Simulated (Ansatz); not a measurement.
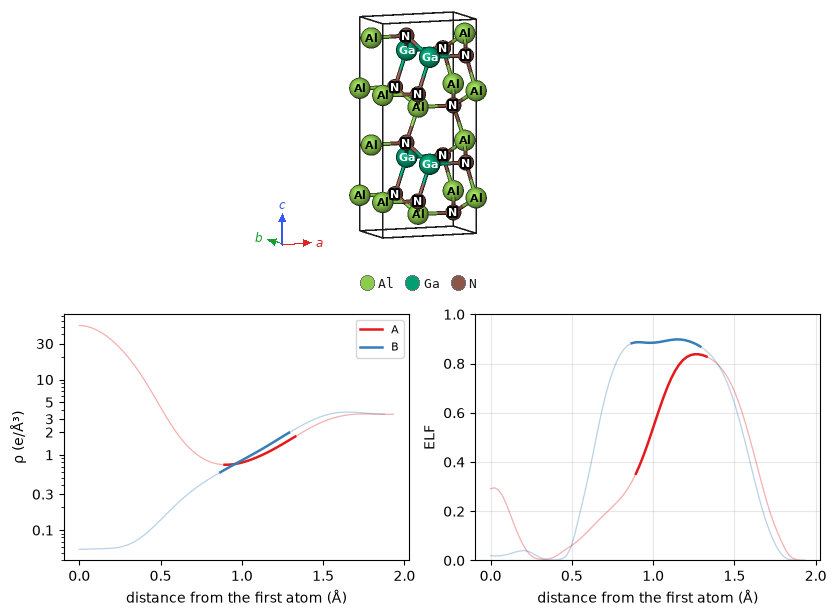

Figure. Al₃GaN₄. Valence charge density (pseudo) and electron localisation function along straight lines between neighbouring atoms. Thin, pale parts lie inside the atomic spheres. The structure is drawn too.

Space group Pm; a structure from a database of computed crystals, not necessarily the ambient phase.

Theory: DFT r2SCAN, scalar-relativistic, plane waves, PAW (Ansatz 0.2.0).

Core electrons are frozen (PAW), and the valence fields are smoothed inside the atomic spheres.

> Which curve belongs to which contact (Al–N and Ga–N)? The first atom named is at distance zero.

Curve A: Ga–N (1.93 Å): ρ is about 0.76 e/Å³ halfway; the ELF peaks at about 0.85 in the valence shell of N, 0.7 Å from its nucleus, and is about 0.45 at the midpoint. Curve B: Al–N (1.88 Å): ρ is about 0.72 e/Å³ halfway; the ELF peaks at about 0.90 between the atoms: a shared but strongly polarised pair.
